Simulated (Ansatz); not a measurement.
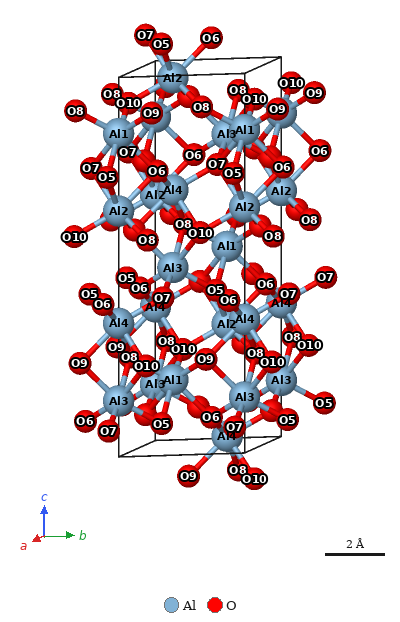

The input geometry of run A (ball-and-stick view of the cell 3 times as large as that of the calculation, set on its symmetry axes, seen slightly off an axis; bonded neighbours outside the cell are drawn too; atoms are numbered from 1 in the order of the input). An atom can appear more than once, as a periodic image.

## Two runs on Al2O3

System: Al2O3 (R-3c, 10 atoms in the cell).
Method of run A: DFT PBE, scalar-relativistic, plane waves, PAW, PAW set soft_1, no spin polarisation (Ansatz 0.2.0).

The structure derives from an entry of the Crystallography Open Database. Text and figures count atoms from 1; the logs count them from 0 in places.

### Input, run A
```yaml
crystal:
  lattice:
    - [2.2085726942, 1.2751200395, 4.3533912565]
    - [-2.2085726942, 1.2751200395, 4.3533912565]
    - [0.0, -2.550240079, 4.3533912565]
  atoms:
    - { symbol: Al, position: [0.8521293568, 0.8521293568, 0.8521293568] }
    - { symbol: Al, position: [0.6478706432, 0.6478706432, 0.6478706432] }
    - { symbol: Al, position: [0.1478706432, 0.1478706432, 0.1478706432] }
    - { symbol: Al, position: [0.3521293568, 0.3521293568, 0.3521293568] }
    - { symbol: O, position: [0.056157404, 0.443842596, 0.75] }
    - { symbol: O, position: [0.75, 0.056157404, 0.443842596] }
    - { symbol: O, position: [0.443842596, 0.75, 0.056157404] }
    - { symbol: O, position: [0.943842596, 0.556157404, 0.25] }
    - { symbol: O, position: [0.25, 0.943842596, 0.556157404] }
    - { symbol: O, position: [0.556157404, 0.25, 0.943842596] }
basis:
  ecutwfc: 520.0
kpoints:
  mp_grid: { grid: [6, 6, 6] }
hamiltonian:
  xc: pbe
  pseudopotentials: { kind: paw, azcp: { folder: soft_1 } }
scf:
  occupations: { method: gaussian, width: 0.05 }
output:
  forces: true
  stress: true
  eigenvalues: true
```

Launched with:
```bash
ansatz run input.yaml --threads 2 --pin off --max-ram 4096MiB --backend cpu --events-out ev --progress --plain --runs-dir out
```

Hardware: 2 threads of Arm Neoverse N1, 98 GiB of memory available, shared host.

### Output, shortened to warnings, some set-up lines, iterations and results (run A)
```
Basis set: ecut = 520 eV, 1991 PW (Γ), exchange–correlation on 80×80×80 points (8 copies of the dense FFT grid, shifted against one another)
Symmetry: 12 space group operations
k-points: 32 of 216
Initial density: superposition of atomic densities (chi_scale 0.1, normalization cell, long waves kept (reshape's long-wave potential 0.00 eV rms))
[...]
SCF iter   1: F=—  HF=-5571.628903 eV  |F-HF|=—  |Δ(HF+E_count)|=         —  Δρ=1.61e-1  dr2=1.59e1  ethr=3.10e-3  ⟨swp⟩=7.3  Hψ=5540  notcnv=0  defer=3
SCF iter   2: F=—  HF=-5567.088255 eV  |F-HF|=—  |Δ(HF+E_count)|=    4.54e0  Δρ=4.64e-2  dr2=8.87e-1  ethr=3.10e-3  ⟨swp⟩=3.1  Hψ=2492  notcnv=0  defer=126
SCF iter   3: F=—  HF=-5566.906790 eV  |F-HF|=—  |Δ(HF+E_count)|=   1.81e-1  Δρ=2.36e-2  dr2=2.10e-1  ethr=1.85e-3  ⟨swp⟩=1.4  Hψ=1048  notcnv=0  defer=126
SCF iter   4: F=—  HF=-5566.899610 eV  |F-HF|=—  |Δ(HF+E_count)|=   7.18e-3  Δρ=2.09e-3  dr2=1.73e-3  ethr=4.38e-4  ⟨swp⟩=3.1  Hψ=1926  notcnv=0  defer=126
SCF iter   5: F=—  HF=-5566.901024 eV  |F-HF|=—  |Δ(HF+E_count)|=   1.41e-3  Δρ=3.64e-4  dr2=7.89e-5  ethr=3.59e-6  ⟨swp⟩=2.2  Hψ=1694  notcnv=0  defer=94
SCF iter   6: F=—  HF=-5566.901082 eV  |F-HF|=—  |Δ(HF+E_count)|=   5.80e-5  Δρ=5.92e-5  dr2=2.95e-6  ethr=1.64e-7  ⟨swp⟩=2.0  Hψ=1778  notcnv=0  defer=94
SCF iter   7: F=-5566.901086 eV  HF=-5566.901086 eV  |F-HF|=3.34e-9  |Δ(HF+E_count)|=   3.44e-6  Δρ=9.38e-6  dr2=4.19e-8  ethr=2.08e-10  ⟨swp⟩=12.0  Hψ=6479  notcnv=0
SCF 1 converged in 7 iterations: F = -5566.901086 eV  dr2 = 4.19e-8
SCF converged after 7 iterations
Free energy (F): -5566.901086 eV
Harris-Foulkes:  -5566.901086 eV  (|F-HF|=3.34e-9)
Internal energy: -5566.901086 eV  (E = F + TS)
E sigma→0 (E₀):  -5566.901086 eV
Fermi energy:    13.887300 eV
--- Per-component energies (eV) ---
  E_band       = 138.255331
  E_kinetic    = 1175.574014
  E_local      = -1826.918171  (includes V_loc(G=0)·N_el)
  E_nonlocal   = 360.643533
  E_hartree    = 704.692624
  E_xc         = -600.792846
  E_vxc        = -692.215929  (∫ρ·V_xc dr)
  E_paw        = -2866.022936  (= ΣΔE_a)
  E_vpaw       = -288.219807  (= ΣTr[D̂ρ^β])
  E_aug_tail   = 0.001318  (compensation charges beyond the density's cutoff)
  E_ewald      = -2514.078622
  E_smearing   = -0.000000  (= −TS)
  E_closure    = 0.000000  (closes the sum)
  Σ components = -5566.901086   (vs F -5566.901086, Δ=0.00e0)
--- Forces (eV/Å), atoms counted from 1 ---
  atom   1  Al     0.00000000     0.00000000    -0.95602271
  atom   2  Al     0.00000000    -0.00000000     0.95602271
  atom   3  Al    -0.00000000    -0.00000000     0.95602271
  atom   4  Al    -0.00000000     0.00000000    -0.95602271
  atom   5  O      0.30805538     0.00000000     0.00000000
  atom   6  O     -0.15402769     0.26678379    -0.00000000
  atom   7  O     -0.15402769    -0.26678379     0.00000000
  atom   8  O     -0.30805538     0.00000000    -0.00000000
  atom   9  O      0.15402769    -0.26678379     0.00000000
  atom  10  O      0.15402769     0.26678379    -0.00000000
  max |Σ_I F_I| component: 8.33e-17 eV/Å
--- Stress (GPa, compression-positive) ---
       74.573758       0.000000      -0.000000
        0.000000      74.573758      -0.000000
        0.000000      -0.000000      28.114015
  P = ⅓ Tr σ = 59.0872 GPa (590.872 kbar)
```

The input of run B differs as follows (lines with − go, lines with + come):
```diff
-    - [2.2085726942, 1.2751200395, 4.3533912565]
-    - [-2.2085726942, 1.2751200395, 4.3533912565]
-    - [0.0, -2.550240079, 4.3533912565]
+    - [2.3361145659, 1.3487563735, 4.138037601]
+    - [-2.3361145659, 1.3487563735, 4.138037601]
+    - [0.0, -2.6975127469, 4.138037601]
```

How does run B compare with run A?

With the same functional and potentials, run B lies 187.5 meV per atom lower. The gap on the mesh goes from 7.81 to 7.05 eV. The pressure goes from 59.09 to 32.27 GPa. The largest force goes from 0.956 to 0.214 eV/Å. The volume per atom goes from 7.36 to 7.82 Å³. The number of SCF iterations is the same. The plane waves at Γ go from 1991 to 2109.

### Output, shortened to warnings, some set-up lines, iterations and results (run B)
```
Basis set: ecut = 520 eV, 2109 PW (Γ), exchange–correlation on 80×80×80 points (8 copies of the dense FFT grid, shifted against one another)
Symmetry: 12 space group operations
k-points: 32 of 216
Initial density: superposition of atomic densities (chi_scale 0.1, normalization cell, long waves kept (reshape's long-wave potential 0.00 eV rms))
[...]
SCF iter   1: F=—  HF=-5572.981575 eV  |F-HF|=—  |Δ(HF+E_count)|=         —  Δρ=1.47e-1  dr2=1.48e1  ethr=3.10e-3  ⟨swp⟩=7.6  Hψ=5600  notcnv=0  defer=8
SCF iter   2: F=—  HF=-5569.124565 eV  |F-HF|=—  |Δ(HF+E_count)|=    3.86e0  Δρ=6.63e-2  dr2=1.31e0  ethr=3.10e-3  ⟨swp⟩=3.7  Hψ=2791  notcnv=0  defer=129
SCF iter   3: F=—  HF=-5568.765312 eV  |F-HF|=—  |Δ(HF+E_count)|=   3.59e-1  Δρ=2.13e-2  dr2=1.58e-1  ethr=2.74e-3  ⟨swp⟩=2.7  Hψ=2078  notcnv=0  defer=125
SCF iter   4: F=—  HF=-5568.775508 eV  |F-HF|=—  |Δ(HF+E_count)|=   1.02e-2  Δρ=1.69e-3  dr2=1.70e-3  ethr=3.28e-4  ⟨swp⟩=2.3  Hψ=1326  notcnv=0  defer=125
SCF iter   5: F=—  HF=-5568.775963 eV  |F-HF|=—  |Δ(HF+E_count)|=   4.55e-4  Δρ=3.37e-4  dr2=2.51e-5  ethr=3.54e-6  ⟨swp⟩=2.2  Hψ=1590  notcnv=0  defer=93
SCF iter   6: F=—  HF=-5568.776003 eV  |F-HF|=—  |Δ(HF+E_count)|=   3.92e-5  Δρ=5.01e-5  dr2=8.21e-7  ethr=5.23e-8  ⟨swp⟩=2.0  Hψ=1809  notcnv=0  defer=93
SCF iter   7: F=-5568.776003 eV  HF=-5568.776003 eV  |F-HF|=6.48e-9  |Δ(HF+E_count)|=   7.64e-8  Δρ=6.49e-6  dr2=1.15e-8  ethr=2.08e-10  ⟨swp⟩=12.8  Hψ=5568  notcnv=0
SCF 1 converged in 7 iterations: F = -5568.776003 eV  dr2 = 1.15e-8
SCF converged after 7 iterations
Free energy (F): -5568.776003 eV
Harris-Foulkes:  -5568.776003 eV  (|F-HF|=6.48e-9)
Internal energy: -5568.776003 eV  (E = F + TS)
E sigma→0 (E₀):  -5568.776003 eV
Fermi energy:    12.531478 eV
--- Per-component energies (eV) ---
  E_band       = 106.794949
  E_kinetic    = 1160.163667
  E_local      = -1883.043284  (includes V_loc(G=0)·N_el)
  E_nonlocal   = 356.353636
  E_hartree    = 722.443007
  E_xc         = -597.063624
  E_vxc        = -687.405075  (∫ρ·V_xc dr)
  E_paw        = -2862.465524  (= ΣΔE_a)
  E_vpaw       = -284.163300  (= ΣTr[D̂ρ^β])
  E_aug_tail   = 0.001294  (compensation charges beyond the density's cutoff)
  E_ewald      = -2465.165175
  E_smearing   = -0.000000  (= −TS)
  E_closure    = 0.000000  (closes the sum)
  Σ components = -5568.776003   (vs F -5568.776003, Δ=0.00e0)
--- Forces (eV/Å), atoms counted from 1 ---
  atom   1  Al    -0.00000000     0.00000000     0.21418108
  atom   2  Al    -0.00000000    -0.00000000    -0.21418108
  atom   3  Al     0.00000000    -0.00000000    -0.21418108
  atom   4  Al     0.00000000     0.00000000     0.21418108
  atom   5  O      0.09588329    -0.00000000     0.00000000
  atom   6  O     -0.04794165     0.08303737    -0.00000000
  atom   7  O     -0.04794165    -0.08303737     0.00000000
  atom   8  O     -0.09588329    -0.00000000     0.00000000
  atom   9  O      0.04794165    -0.08303737     0.00000000
  atom  10  O      0.04794165     0.08303737    -0.00000000
  max |Σ_I F_I| component: 2.78e-17 eV/Å
--- Stress (GPa, compression-positive) ---
       28.988448       0.000000      -0.000000
        0.000000      28.988448       0.000000
        0.000000       0.000000      38.825399
  P = ⅓ Tr σ = 32.2674 GPa (322.674 kbar)
```

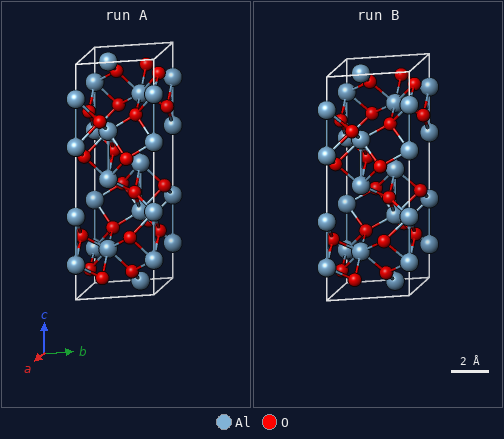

The two input geometries at one scale (ball-and-stick view of the cell 3 times as large as that of the calculation, set on its symmetry axes, seen slightly off an axis). The atoms keep their places relative to the cell (all moves are under 0.005 Å). Cell: a = b 4.417 → 4.672 Å (+5.8 %), c 13.060 → 12.414 Å (−4.9 %). Volume +6.3 %. Among the contacts that change: Al–Al 2.668 → 2.536 Å, Al–O 1.752 → 1.811 Å, Al–O 1.899 → 1.911 Å.

### The two runs side by side

```tsv
quantity	run A	run B
outcome	converged	converged
free energy per atom (eV)	−556.6901	−556.8776
gap on the mesh (eV)	7.81	7.05
pressure (GPa)	59.09	32.27
volume per atom (Å³)	7.36	7.82
largest force (eV/Å)	0.956	0.214
SCF iterations	7	7
irreducible k-points	32	32
plane waves at Γ	1991	2109
wall time (shared host)	7.6 s	7.4 s
```

For run B: The cell is under a pressure of 32 GPa at this level, so it is not at its equilibrium volume.
